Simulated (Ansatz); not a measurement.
System: W, space group Im-3m (No. 229) (one of a set of cubic test structures, which need not be the stable phase).

Input of one of the runs behind the figure:
```
crystal:
  lattice:
    - [-1.581555186954, 1.581555186954, 1.581555186954]
    - [1.581555186954, -1.581555186954, 1.581555186954]
    - [1.581555186954, 1.581555186954, -1.581555186954]
  atoms:
    - { symbol: W, position: [0, 0, 0] }
kpoints:
  mp_grid: { grid: [15, 15, 15] }
hamiltonian:
  xc: r2scan
  pseudopotentials:
    kind: paw
    azcp:
      W: "pseudopotentials/pbe/paw/ansatz_paw_generated_hard_1/W.paw.azcp"
scf:
  occupations: { method: fermi_dirac, width: 0.1 }
  convergence: { dr2_threshold: "1e-9 eV" }
  max_iter: 300
output:
  forces: true
  stress: true
basis:
  xc_grid: 2
```

Launched with:
```bash
ansatz run input.yaml --threads 1
```

How it was computed, with Ansatz 0.2.0 development build: equation of state of a cubic crystal from periodic Kohn-Sham density functional theory without spin, third-order Birch-Murnaghan fit to the free energies; pressure corrected for the finite basis. Level: r2SCAN.

```json
{"setting": "structure type", "value": "bcc"}
{"setting": "atoms in cell", "value": "1"}
{"setting": "space group number", "value": "229"}
{"setting": "lattice centring", "value": "body-centred primitive"}
{"setting": "k mesh", "value": "15×15×15"}
{"setting": "occupation method", "value": "Fermi–Dirac"}
{"setting": "occupation width", "value": "0.1 eV"}
{"setting": "wave cutoff", "value": "700 eV"}
{"setting": "datasets", "value": "hard PAW"}
{"setting": "density tolerance", "value": "1e-09 eV"}
{"setting": "bands", "value": "18"}
{"setting": "density cutoff ratio", "value": "4"}
{"setting": "search for lower states", "value": "default"}
{"setting": "xc grid level", "value": "2"}
```

Predict the energy above the lowest point and pressure against volume. The volume takes the values 14.86, 15.34, 15.82, 16.31, 16.79 Å³/atom.

A third-order Birch–Murnaghan fit gives V0 = 15.92 Å³/atom, B0 = 319 GPa and B′ = 4.1. The energy above the lowest point is 79.0 meV/atom at volume 14.86 Å³/atom and 43.1 meV/atom at 16.79 Å³/atom; the lowest computed point is at volume 15.82 Å³/atom (0.0 meV/atom). The pressure falls from 25.4 GPa at volume 14.86 Å³/atom to −15.3 GPa at 16.79 Å³/atom, and changes sign near 15.92 Å³/atom.

```csv
volume (Å³/atom),energy above the lowest point (meV/atom),pressure (GPa)
14.86,79.0,25.4
15.34,21.8,12.8
15.82,0.0,1.9
16.31,8.6,-7.3
16.79,43.1,-15.3
```

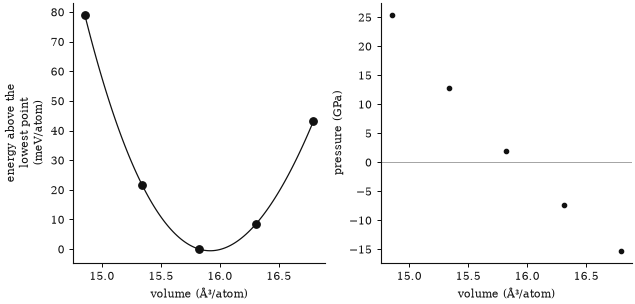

Caveats: pseudopotentials made with PBE, not this functional.
